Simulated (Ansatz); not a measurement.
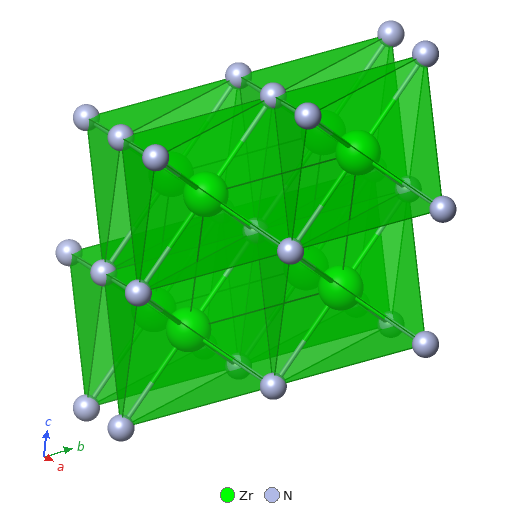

System: a slab cut from ZrN (slab content Zr₅N₆), space group Fm-3m (No. 225). The picture shows the bulk cell.

Structure:
```
CELL_PARAMETERS angstrom
0.00000 2.29730 2.29730
2.29730 0.00000 2.29730
2.29730 2.29730 0.00000
ATOMIC_POSITIONS crystal
Zr 0.00000 0.00000 0.00000
N 0.50000 0.50000 0.50000
```

Method: spacing and rumpling of the atomic planes of a slab cut from the relaxed bulk cell along the Miller plane (conventional indices), bottom to top, after all atoms relax, plane waves with PAW datasets, Γ-centred k mesh (Ansatz 0.2.0). Level: PBE, no spin polarisation.

- space group in which the indices count: 225
- Miller index h: 1
- Miller index k: 1
- Miller index l: 1
- top plane: N
- bottom plane: N
- planes: 11
- surface cell: (1, 1)
- slab thickness as cut: 13.26 Å
- vacuum: 15 Å
- surface area: 9.141 Å²
- surface a: 3.249 Å
- surface b: 3.249 Å
- surface angle: 120 °
- slab atoms: 11
- excess atoms: N1
- wave cutoff: 420 eV
- k mesh: 12×12×1
- occupations: Gaussian
- smearing width: 0.1 eV
- boundary: dipole corrected

What does the calculation give for the spacing change of each pair of planes? The cases: 1–2; 2–3; 3–4; 4–5; 5–6; 6–7; 7–8; 8–9; 9–10; 10–11.

The least value, −0.555 Å, is that of 1–2 and 10–11, and the largest, 0.349 Å, that of 2–3 and 9–10. In rising order: 1–2 (−0.555), 10–11 (−0.555), 3–4 (−0.120), 8–9 (−0.120), 4–5 (−0.030), 7–8 (−0.030), 5–6 (0.040), 6–7 (0.040), 2–3 (0.349), 9–10 (0.349), in Å. The spacing to next, in Å, is 0.771 for 1–2, 1.675 for 2–3, 1.207 for 3–4, 1.297 for 4–5, 1.366 for 5–6, 1.366 for 6–7, 1.297 for 7–8, 1.207 for 8–9, 1.675 for 9–10 and 0.771 for 10–11. The content of the two planes is N and Zr for 1–2, Zr and N for 2–3, N and Zr for 3–4, Zr and N for 4–5, N and Zr for 5–6, Zr and N for 6–7, N and Zr for 7–8, Zr and N for 8–9, N and Zr for 9–10 and Zr and N for 10–11.

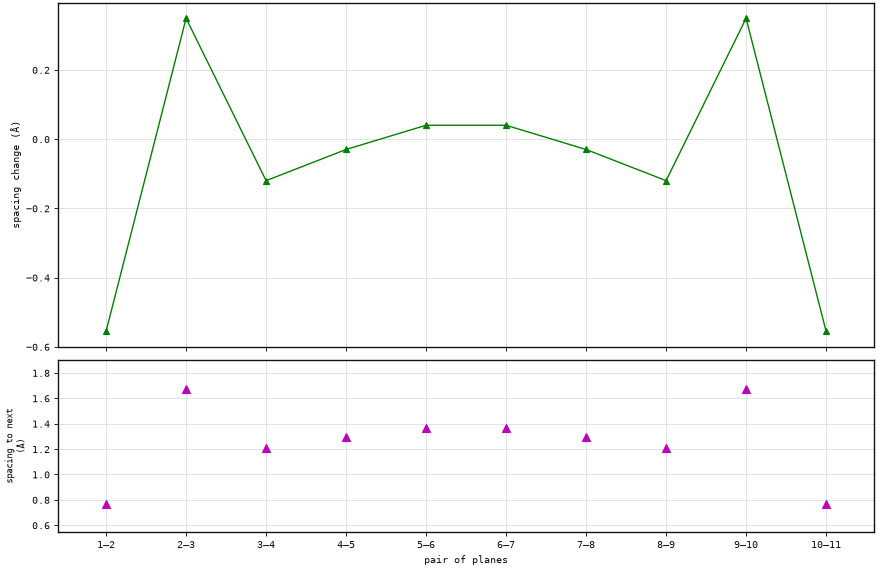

Note: k mesh lowers the symmetry; no spin polarisation, a magnetic state may lie lower; xc potential rough in thin density.
